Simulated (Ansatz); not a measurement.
System: AlN.

The calculation's input:

```
crystal:
  lattice:
    - [0.0, 2.1848764125, 2.1411788842]
    - [2.1848764125, 0.0, 2.1411788842]
    - [2.1848764125, 2.1848764125, 0.0]
  atoms:
    - { symbol: Al, position: [0.0, 0.0, 0.0] }
    - { symbol: "N", position: [0.25, 0.25, 0.25] }
kpoints:
  mp_grid: { grid: [10, 10, 10] }
  band_path:
    path:
      - [0.0, 0.0, 0.0]
      - [-0.5, -0.5, 0.0]
      - [-0.375, -0.375, 0.25]
      - [-0.375, 0.0, 0.375]
      - [0.0, 0.0, 0.5]
      - [-0.5, -0.25, 0.25]
    npoints: 1
hamiltonian:
  xc: r2scan
scf:
  occupations: { method: fixed }
  n_extra_bands: 4
output:
  forces: true
  stress: true
  eigenvalues: true
  write_density: true
  write_potential: true
  elf: true
  volumetric_format: npy
```

Command:

```sh
ansatz run input.yaml --threads 2 --pin off --max-ram 29491MiB --backend cpu --events-out ev --progress --plain --runs-dir out
```

Below, planes, directions and counts refer to the conventional cell (a = 3.09 Å, b = 3.09 Å, c = 4.28 Å, α = 90.00°, β = 90.00°, γ = 90.00°).

Space group I-4m2; started from the zincblende prototype, which need not be the ambient phase; changed on purpose from its base cell (uniaxial z strain -2.0%); computed pressure about 4 GPa in this cell.

Level of theory: DFT, r2SCAN, plane waves, PAW (Ansatz 0.2.0).

> What will maps of the valence pseudo-density and electron localisation function show?

Al–N (1.88 Å): the density is about 0.7 e/Å³ at the midpoint; the ELF peaks at about 0.90 in the valence shell of N, 0.8 Å from its nucleus, and is about 0.85 at the midpoint.

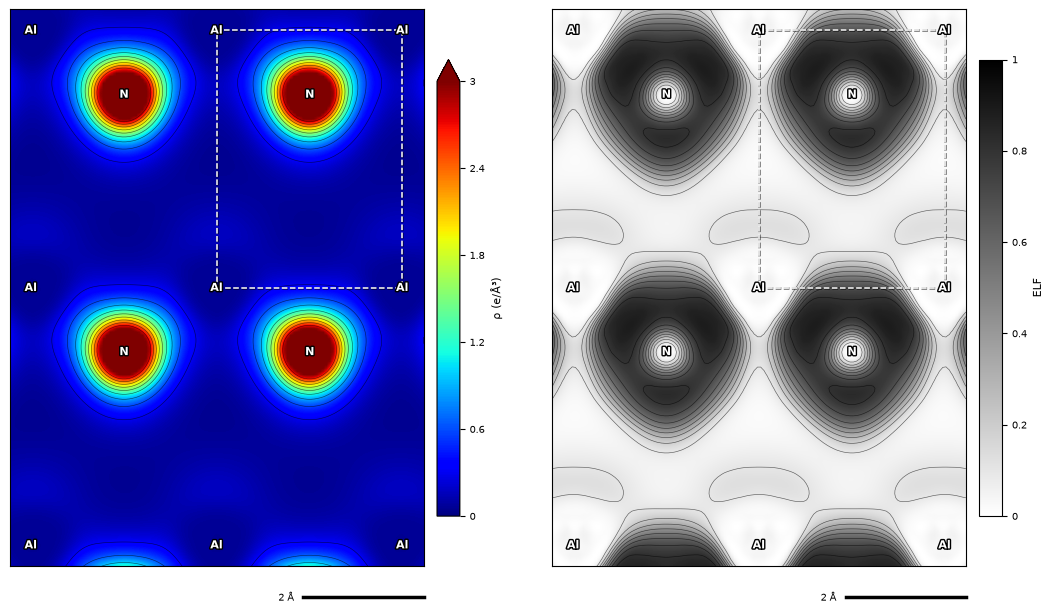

Computed valence pseudo-density and electron localisation function on the (010) plane of the conventional cell, in this order. 

The density is the valence pseudo-density of a PAW calculation; it isn't the true density close to the nuclei.
